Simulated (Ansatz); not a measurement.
System: Na, space group Im-3m (No. 229) (one of a set of cubic test structures, which need not be the stable phase).

Input of one of the runs behind the figure:
```
crystal:
  lattice:
    - [-2.099093844592, 2.099093844592, 2.099093844592]
    - [2.099093844592, -2.099093844592, 2.099093844592]
    - [2.099093844592, 2.099093844592, -2.099093844592]
  atoms:
    - { symbol: Na, position: [0, 0, 0] }
kpoints:
  mp_grid: { grid: [19, 19, 19] }
hamiltonian:
  xc: pbe
  pseudopotentials:
    kind: paw
    azcp:
      Na: "pseudopotentials/pbe/paw/ansatz_paw_generated_hard_1/Na.paw.azcp"
scf:
  occupations: { method: fermi_dirac, width: 0.061225619053 }
  convergence: { dr2_threshold: "1e-9 eV" }
  max_iter: 300
output:
  forces: true
  stress: true
```

Launched with:
```bash
ansatz run input.yaml --threads 1
```

Computed with Ansatz 0.2.0 development build: equation of state of a cubic crystal from periodic Kohn-Sham density functional theory without spin, third-order Birch-Murnaghan fit to the free energies; pressure corrected for the finite basis. Level: PBE.

```csv
setting,value
structure type,bcc
atoms in cell,1
space group number,229
lattice centring,body-centred primitive
k mesh,19×19×19
occupation method,Fermi–Dirac
occupation width,0.06123 eV
wave cutoff,700 eV
datasets,hard PAW
density tolerance,1e-09 eV
bands,9
density cutoff ratio,4
search for lower states,default
```

Predict the energy above the lowest point and pressure against volume. The volume takes the values 34.78, 35.52, 36.26, 37.00, 37.74, 38.48, 39.22 Å³/atom.

A third-order Birch–Murnaghan fit gives V0 = 37.01 Å³/atom, B0 = 7.75 GPa and B′ = 3.7. The energy above the lowest point is 3.603 meV/atom at volume 34.78 Å³/atom and 2.895 meV/atom at 39.22 Å³/atom; the lowest computed point is at volume 37.00 Å³/atom (0.000 meV/atom). The pressure falls from 0.54 GPa at volume 34.78 Å³/atom to −0.40 GPa at 39.22 Å³/atom, and changes sign near 37.00 Å³/atom.

| volume (Å³/atom) | energy above the lowest point (meV/atom) | pressure (GPa) |
| --- | --- | --- |
| 34.78 | 3.603 | 0.54 |
| 35.52 | 1.562 | 0.34 |
| 36.26 | 0.390 | 0.17 |
| 37.00 | 0.000 | 0.00 |
| 37.74 | 0.330 | −0.14 |
| 38.48 | 1.315 | −0.28 |
| 39.22 | 2.895 | −0.40 |

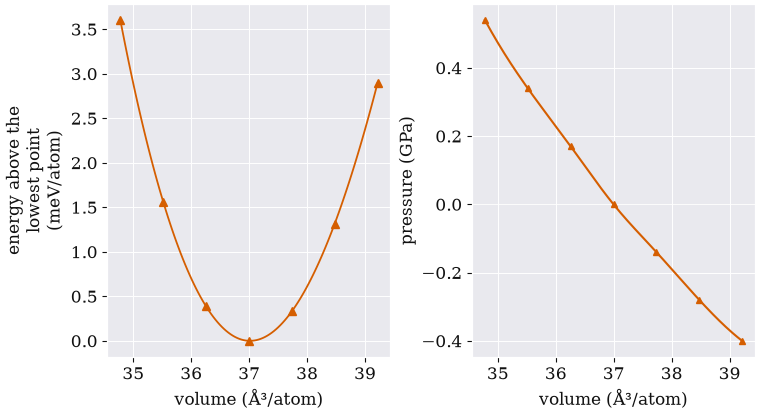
